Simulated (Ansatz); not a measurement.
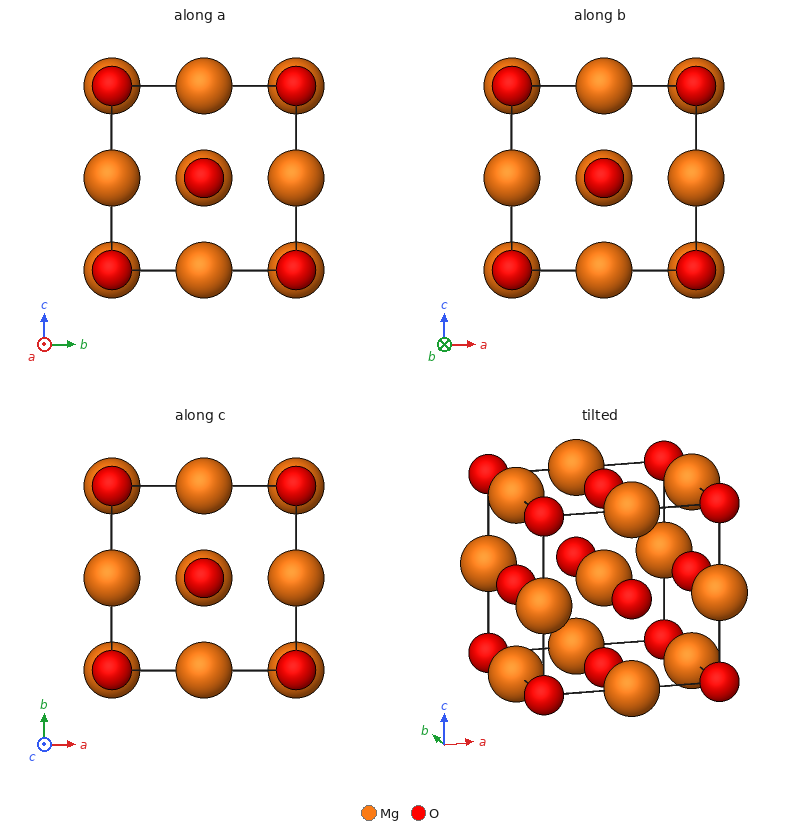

An orthographic spheres-only view of the structure, along the a axis, along the b axis, along the c axis and slightly off an axis. Thin lines show the conventional unit cell, with boundary atoms drawn in all their periodic places.

Lattice parameters: a = 4.253 Å, b = 4.253 Å, c = 4.253 Å, α = 90.00°, β = 90.00°, γ = 90.00°.

Reconstruct the structure as a table of Wyckoff sites.

Space group Fm-3m (No. 225).
| atom | site | x | y | z |
| --- | --- | --- | --- | --- |
| Mg | 4b | 0.5000 | 0.0000 | 0.0000 |
| O | 4a | 0.0000 | 0.0000 | 0.0000 |

The structure was taken from a structure type filled with these elements by a generator (whether the compound takes this form wasn't checked). Earlier steps of the study may have refined or changed the cell and positions. It was run through Ansatz as a DFT input.
